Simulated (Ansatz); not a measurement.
Rh: several calculations on one system

**1. Relaxation**

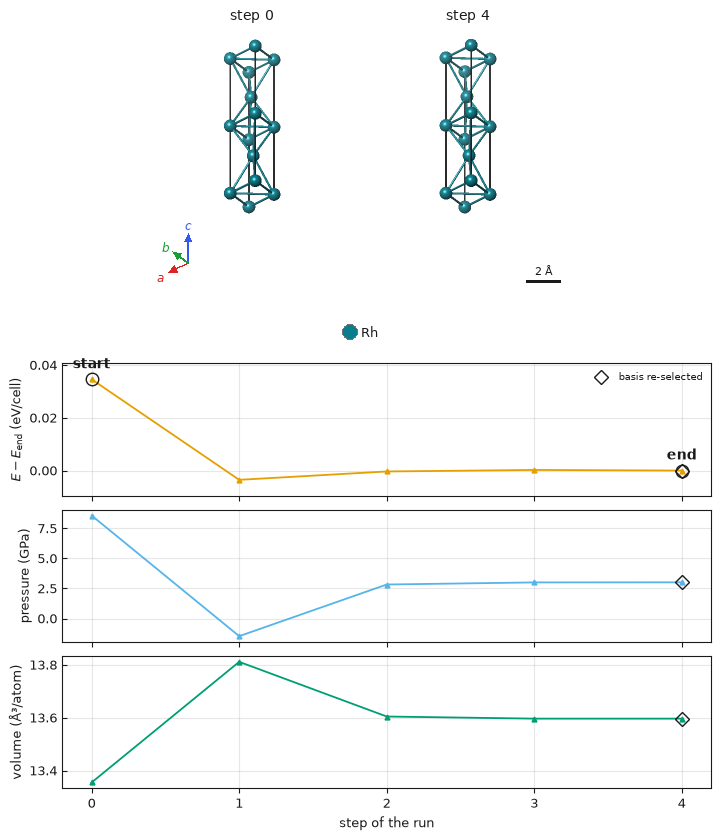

First and last geometry of a relaxation of a crystal of Rh (set up in P6_3/mmc), with the history of the run. The picture is a ball-and-stick view of the cell of the calculation, seen from a free direction.

Case: relaxed at 3 GPa.

The calculation used DFT r2SCAN, scalar-relativistic, plane waves, PAW (Ansatz 0.2.0).

The input:
```yaml
crystal:
  lattice:
    - [2.6635357274, 0.0, 0.0]
    - [-1.3317678637, 2.3066896038, 0.0]
    - [0.0, 0.0, 8.6947712886]
  atoms:
    - { symbol: Rh, position: [0.0, 0.0, 0.0] }
    - { symbol: Rh, position: [0.3333333333, 0.6666666667, 0.25] }
    - { symbol: Rh, position: [0.0, 0.0, 0.5] }
    - { symbol: Rh, position: [0.6666666667, 0.3333333333, 0.75] }
basis:
  ecutwfc: 500
kpoints:
  mp_grid: { grid: [18, 18, 6] }
hamiltonian:
  xc: r2scan
scf:
  occupations: { method: gaussian, width: 0.1 }
output:
  forces: true
  stress: true
  eigenvalues: true
relax:
  adjacent_minimum: "off"
  f_tol: 0.008
  max_steps: 50
  cell: { stress_tol: 0.08, p_target: 3.0 }
```

Launched with:
```bash
ansatz run input.yaml --threads 1 --pin off --max-ram 2560MiB --backend cpu --events-out ev --progress --plain --runs-dir out
```

Did the run converge, and what did it change?

Answer. It converged. Over 3 accepted moves (4 points after the start) the energy falls by 34.6 meV per cell of the calculation. With the target pressure of 3 GPa, the enthalpy E + pV changes by −16.5 meV per cell of the calculation. All forces vanish by symmetry, so only the cell relaxes. Pressure: 8.57 GPa at the start and 3.01 GPa at the end. At 1 point the geometry stayed and the basis and grid were re-selected for the new cell (energy shift of 0.2 meV per cell of the calculation at most each time). No atom moves by more than 0.005 Å relative to the cell. The volume changes by +1.8 %, with a = b 2.664 → 2.680 Å (+0.6 %), c 8.695 → 8.746 Å (+0.6 %). Among the contacts that change: Rh1–Rh1 2.664 → 2.680 Å. The space group stays P6_3/mmc (No. 194). The run took 4.9 min on 1 thread of AMD EPYC (Zen 3) (shared host), peak memory 0.68 GiB.

| step | E − E(0), meV/atom | pressure, GPa | volume, Å³/atom | note |
| --- | --- | --- | --- | --- |
| 0 | 0.00 | 8.57 | 13.355 |  |
| 1 | -9.53 | -1.47 | 13.811 |  |
| 2 | -8.74 | 2.83 | 13.604 |  |
| 3 | -8.59 | 3.01 | 13.596 |  |
| 4 | -8.65 | 3.01 | 13.596 | same geometry, new basis |

**2. Relaxation**

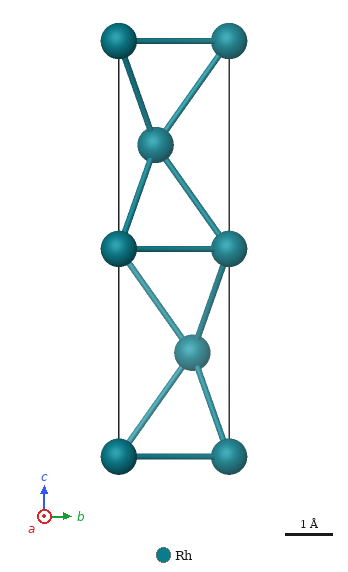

This is the input geometry for a relaxation of crystalline Rh (set up in P6_3/mmc). The picture is a ball-and-stick view of the cell of the calculation, seen along the a axis.

Case: relaxed at -3 GPa.

These are results of Ansatz 0.2.0, DFT r2SCAN, scalar-relativistic, plane waves, PAW, not measurements.

Input
```yaml
crystal:
  lattice:
    - [2.7142682012, 0.0, 0.0]
    - [-1.3571341006, 2.3506252149, 0.0]
    - [0.0, 0.0, 8.8603809526]
  atoms:
    - { symbol: Rh, position: [0.0, 0.0, 0.0] }
    - { symbol: Rh, position: [0.3333333333, 0.6666666667, 0.25] }
    - { symbol: Rh, position: [0.0, 0.0, 0.5] }
    - { symbol: Rh, position: [0.6666666667, 0.3333333333, 0.75] }
basis:
  ecutwfc: 500
kpoints:
  mp_grid: { grid: [18, 18, 6] }
hamiltonian:
  xc: r2scan
scf:
  occupations: { method: gaussian, width: 0.1 }
output:
  forces: true
  stress: true
  eigenvalues: true
relax:
  adjacent_minimum: "off"
  f_tol: 0.008
  max_steps: 50
  cell: { stress_tol: 0.08, p_target: -3.0 }
```

Command:
```bash
ansatz run input.yaml --threads 1 --pin off --max-ram 2560MiB --backend cpu --events-out ev --progress --plain --runs-dir out
```

> What does the optimiser find from here?

After 2 accepted moves (4 points after the start) the energy has fallen by 31.6 meV per cell of the calculation. With the target pressure of -3 GPa, the enthalpy E + pV changes by −13.5 meV per cell of the calculation. All forces vanish by symmetry, so only the cell relaxes. The pressure goes from −7.38 to −3.00 GPa. The line search rejected the trial step at point 1 of the run. The SCF was repeated once at an unchanged geometry on a basis and grid sized afresh for the cell, which shifted the energy by 0.2 meV per cell of the calculation at most. The atoms keep their places relative to the cell (all moves are under 0.005 Å). The drawn cell changes as follows: a = b 2.714 → 2.699 Å (−0.6 %), c 8.860 → 8.808 Å (−0.6 %); the volume changes by −1.7 %. Some distances before and after: Rh1–Rh1 2.714 → 2.699 Å. The space group stays P6_3/mmc (No. 194). The run took 5.6 min on 1 thread of AMD EPYC (Zen 3), with other jobs on the host, peak memory 0.7 GiB.

**3. A change**

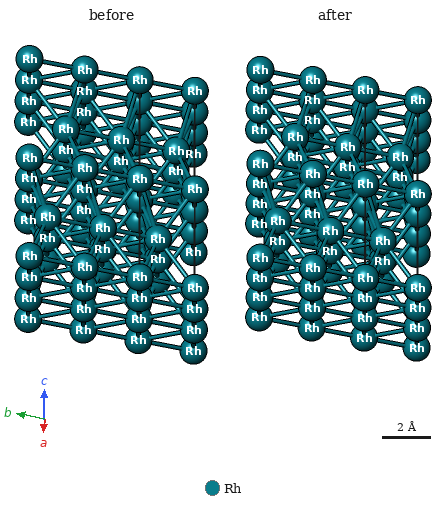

Left: crystalline Rh (set up in P6_3/mmc). Right: the same structure after one change, at the same scale. A ball-and-stick model of the cell of the calculation, repeated 3 × 3 × 1 with one cell outlined, seen from a free direction.

Theory: Ansatz 0.2.0, DFT r2SCAN, scalar-relativistic, plane waves, PAW. Settings: plane-wave cutoff 500 eV; k-point mesh 18 × 18 × 6; occupations gaussian; smearing width 0.1 eV; no spin polarisation.

The crystal is put under a hydrostatic pressure of 60 GPa. Cell and atoms are relaxed at that pressure.

What does the change do?

The energy rises by 302 meV per atom. The pressure goes from 0.0 to 60.0 GPa. The volume changes by −13.7 %, with a = b 2.689 → 2.560 Å (−4.8 %), c 8.777 → 8.361 Å (−4.7 %). The atoms keep their places relative to the cell (all moves are under 0.005 Å). Some distances before and after: Rh–Rh 2.688 → 2.560 Å. The space group stays P6_3/mmc (No. 194).
